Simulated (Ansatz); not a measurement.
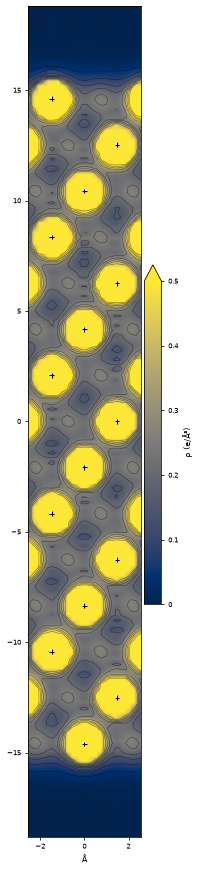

The valence pseudo-density on a plane through atoms (crosses mark nuclei in the plane).

Method: DFT LDA, scalar-relativistic, plane waves, PAW (Ansatz).

Candidates:
A. Cu (slab), a = 2.56 Å, b = 2.56 Å, c = 82.24 Å, α = 90.00°, β = 90.00°, γ = 120.00°. Computed without spin polarisation.
B. Mo (slab), a = 2.70 Å, b = 2.70 Å, c = 25.22 Å, α = 90.00°, β = 90.00°, γ = 109.47°. Not relaxed (largest force 0.7 eV/Å); computed without spin polarisation.

Which system is this?

Answer. Candidate A: Cu on the (110) plane of the calculation cell, a cut from vacuum to vacuum, which holds Cu. Cu–Cu (2.56 Å): ρ is about 0.27 e/Å³ halfway.
